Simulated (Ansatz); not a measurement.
C

Input

```
crystal:
  lattice:
    - [-1.232120674, 1.232120674, 1.232120674]
    - [1.232120674, -1.232120674, 1.232120674]
    - [1.232120674, 1.232120674, -1.232120674]
  atoms:
    - { symbol: C, position: [0.0, 0.0, 0.0] }
hamiltonian:
  xc: blyp
  pseudopotentials:
    kind: paw
    azcp:
      C: "pseudopotentials/C.paw.azcp"
basis:
  ecutwfc: 420
  fft_grid_basis: typed
kpoints:
  mp_grid: { grid: [29, 29, 29], shift: [0, 0, 0] }
magnetization:
  spin_polarized: false
scf:
  occupations: { method: fermi_dirac, width: 0.1 }
output:
  write_density: true
  write_potential: true
  elf: true
  volumetric_format: npy
```

Below, planes, directions and counts refer to the conventional cell (a = 2.46 Å, b = 2.46 Å, c = 2.46 Å, α = 90.00°, β = 90.00°, γ = 90.00°).

Space group Im-3m; set up as C, bcc; a generated structure, not necessarily the stable one.

All numbers below come from Ansatz, DFT, BLYP, plane waves (420 eV) with PAW, scalar-relativistic.

Core electrons are frozen (PAW), and the valence fields are smoothed inside the atomic spheres.

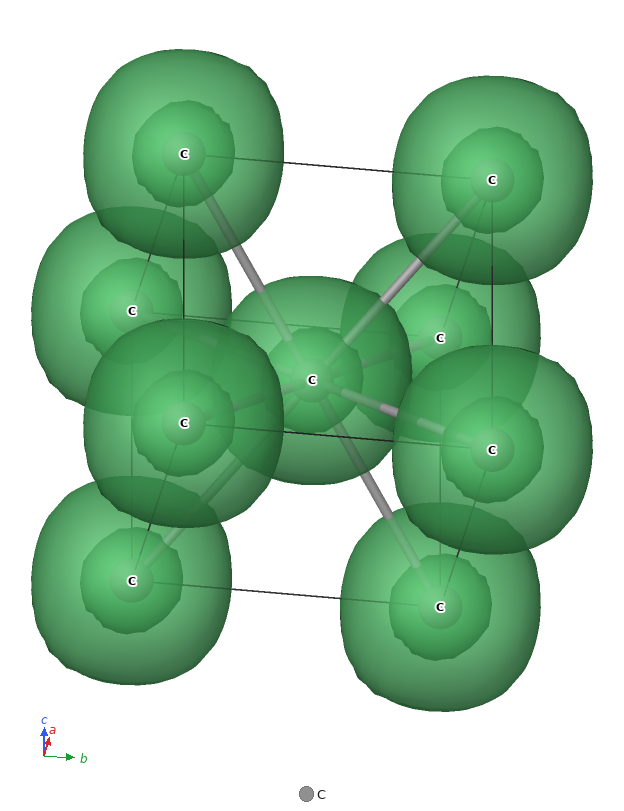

Figure 1. Isosurface of the electron localisation function at 0.65 (green), seen at an oblique angle. Only the valence region is drawn (cores and ρ < 0.01 e/Å³ removed). Sticks mark near contacts.

Question: What do the ELF domains correspond to?

Answer: The ELF exceeds this value in two regions wrapped around C (the valence shell of each), counted in one cell of 2 atoms. Any copies at cell faces, edges or corners count once.


C–C (2.13 Å): the ELF peaks at about 0.80 in the valence shell of C, 0.6 Å from its nucleus, and drops to about 0.45 between the two atoms.

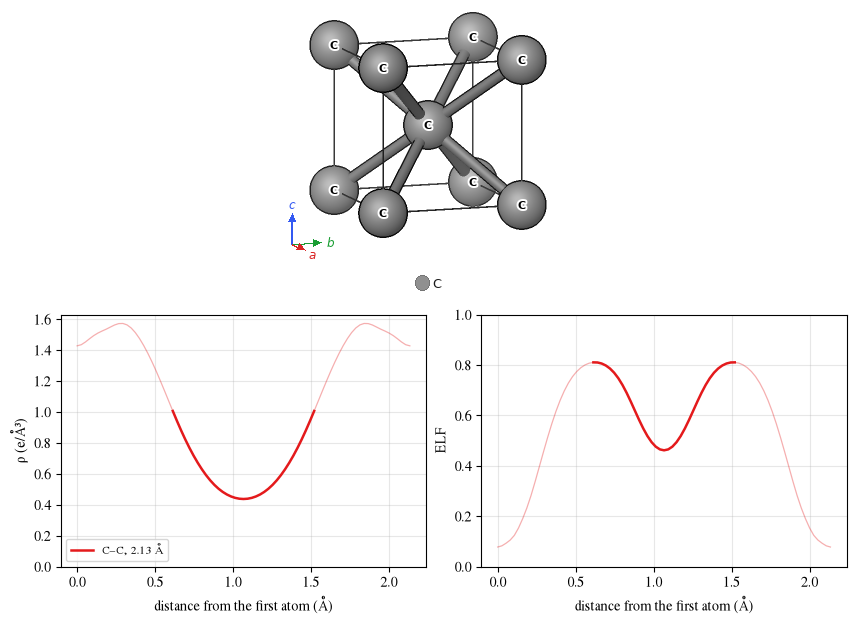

Figure 2. Valence electron density and electron localisation function along straight lines between neighbouring atoms. Thin, pale parts lie inside the atomic spheres. The structure is drawn too.

Question: What can be read from the curves?

Answer: C–C (2.13 Å): the density is about 0.44 e/Å³ at the midpoint; the ELF peaks at about 0.80 in the valence shell of C, 0.6 Å from its nucleus, and drops to about 0.45 between the two atoms.

Question: Metal or insulator at this level of theory?

Answer: It is gapless in this calculation (a metal or semimetal).
